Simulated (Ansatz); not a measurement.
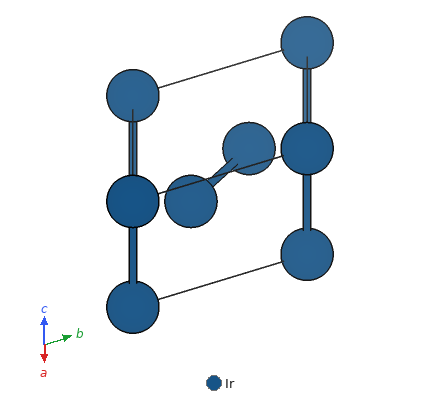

The structure, seen along [101]; the drawing may span several cells.

Given this structure, coordinates from a relaxation with Ansatz 0.2.0, DFT, RPBE, plane waves (420 eV) with PAW, scalar-relativistic; the starting structure was generated, so it need not be a known form of this composition, written in its standard cell:

```yaml
crystal:
  lattice:
    - [4.39703, 0.00000, 0.00000]
    - [-2.19851, 3.80794, 0.00000]
    - [0.00000, 0.00000, 2.71694]
  atoms:
    - { symbol: Ir, position: [0.00000, 0.00000, 0.00000] }
    - { symbol: Ir, position: [0.33333, 0.66667, 0.50000] }
    - { symbol: Ir, position: [0.66667, 0.33333, 0.50000] }
```

### What does the kinematic electron diffraction pattern along [101] look like at 80 kV (B = 0.5 Å²)?

The spots form a centred rectangular net whose two shortest vectors correspond to d = 3.81 Å and 2.21 Å, 73.1° apart. They are 0 1 0 (itself too weak to see) and 1 0 -1. The pattern has symmetry 2mm. Reflections such as 0 1 0, 0 2 0, 2 -2 -2 are allowed but too weak to see at this display level.

Strongest reflections with d > 0.80 Å, one of each family (|F|² from tabulated Gaussian fits of the electron scattering factors, times a small damping for the curvature of the Ewald sphere):

| hkl | d (Å) | I (strongest = 100) |
| --- | --- | --- |
| 1 0 -1 | 2.212 | 100 |
| 0 3 0 | 1.269 | 73 |
| 2 -1 -2 | 1.156 | 58 |
| 1 2 -1 | 1.272 | 33 |
| 2 2 -2 | 0.855 | 23 |
| 1 3 -1 | 0.984 | 16 |

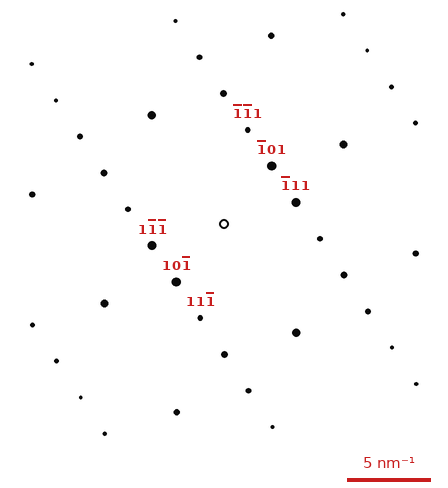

Calculated pattern, seen from the source side with [101] pointing towards the source.
